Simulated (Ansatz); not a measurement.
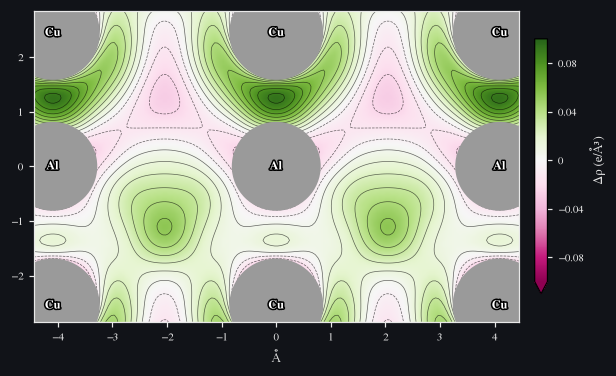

Al3Cu2. Density of the crystal less the densities of its Cu sublattice and of the rest (Al), each computed alone with the atoms in place (the rest without spin, the Cu sublattice with): a map on the (100) plane of the conventional cell, with grey discs over the atomic cores. Cores are masked to 0.8 Å (Al) and 0.9 Å (Cu).

Space group P-3m1. The cell comes from a database of computed structures, not from a measurement.

Method: Ansatz, DFT PBEsol, scalar-relativistic, plane waves, PAW.

In a PAW calculation such maps are meaningful between the atoms, not at the nuclei.

Q: What does the difference density show?

A: Over the whole cell, outside the masked cores, the largest gain, 0.09 e/Å³, lies 1.2 Å from a copper nucleus and 1.3 Å from an aluminium one, and the largest loss, 0.03 e/Å³, lies 0.9 Å from an aluminium nucleus.
- About 0.5 e is rearranged for each Cu atom.
- By Bader's partition Cu carries −2.03 e, so it takes electrons from the rest. Among metals such charges hang on how the charge between the atoms is shared out.

Q: What is E(crystal) − E(Cu sublattice) − E(rest) for each Cu atom?

A: E(crystal) − E(Cu sublattice) − E(rest) is −3.5 eV for each Cu atom (negative: bound). The references are the frozen sublattices, not the elements, so this isn't a formation energy. A moment in a sublattice run without spin would make it less negative.

Run times: 25 s (whole crystal), 11 s (the rest) and 12 s (sublattice Cu), on 2 threads of AMD EPYC 9R45 96-Core Processor (Zen 5), on a shared host.
